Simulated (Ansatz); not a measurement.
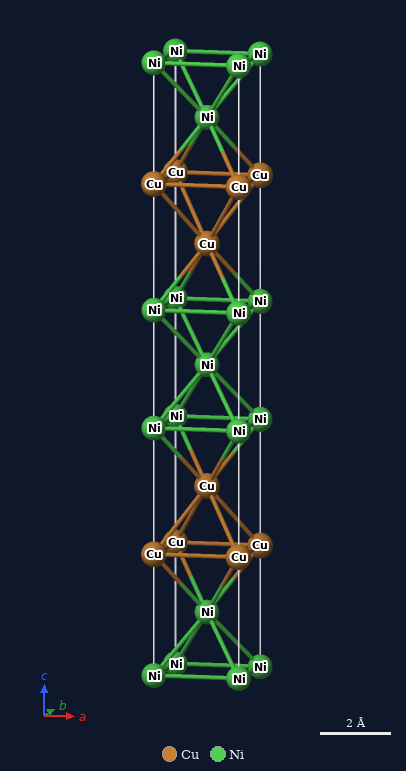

We look at a ball-and-stick model of the crystal slightly off an axis. The parallelepiped is the conventional unit cell. Cell: a = 2.52 Å, b = 2.52 Å, c = 17.81 Å, α = 90.00°, β = 90.00°, γ = 90.00°.

It derives from a structure type filled with these elements by a generator (whether the compound takes this form wasn't checked). Earlier steps of the study, as a rule a relaxation of our own, may have changed the cell and positions, so they can lie some per cent off the listed ones. A calculation with Ansatz used it as input.

Summary of the structure:

The solid is Cu2Ni3. Space group I4/mmm (No. 139), lattice body-centred tetragonal. The cell comprises 2 formula units: 4 Cu, 6 Ni. The coordination shell of Cu holds eight Cu and four Ni in a cuboctahedral arrangement (about 2.5 to 2.6 Å to Cu, 2.5 Å to Ni). Ni takes two kinds of site: 2a with twelve Ni in a cuboctahedral arrangement at about 2.5 Å; 4e with eight Ni and four Cu in a cuboctahedral arrangement (about 2.5 Å to Ni, 2.5 Å to Cu). The bonds build a three-dimensional framework.

All computed values are from DFT PBE, scalar-relativistic, plane waves, PAW in Ansatz 0.2.0. Settings: a kinetic-energy cutoff of 420 eV, k-points about 0.18 Å⁻¹ apart, Gaussian smearing of 0.1 eV, collinear spins.

Which atoms carry magnetic moments in this run, and how do they order?

The state reached is ferromagnetic. Sizes: Ni 0.5 to 0.6 μB; net moment 1.5 μB in the run's cell of 5 atoms.

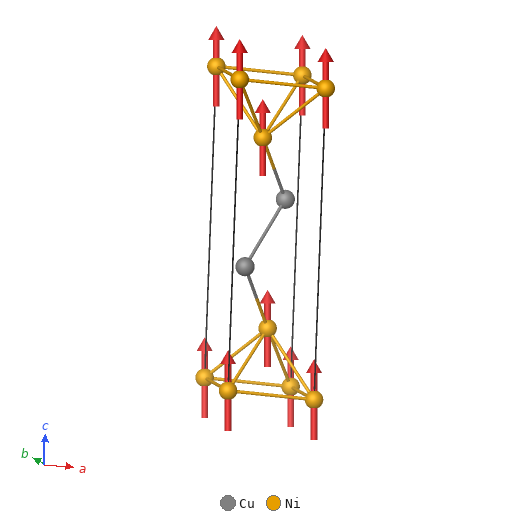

Site moments above 0.25 μB as arrows, small induced ones on non-metal atoms left out (red along the largest or up, blue against, purple across). The run's cell of 5 atoms is drawn in a reduced setting, so axes and origin can differ from the first picture.

What is the electronic character?

A metal: bands cross the Fermi level.

What net charge does each kind of atom have (Bader)?

Cu +0.02 e; Ni -0.02 to +0.01 e.

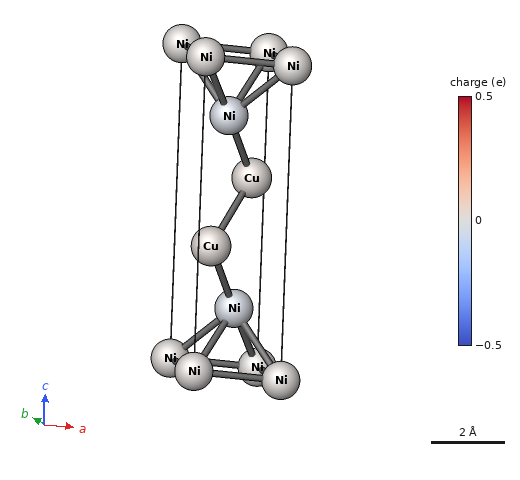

The atoms coloured by those charges. The run's cell of 5 atoms is drawn in a reduced setting, so axes and origin can differ from the first picture.

Are forces and stress small enough to call this relaxed?

Yes. All forces vanish to within 0.01 eV/Å. The pressure is 0.0 GPa, close to zero.
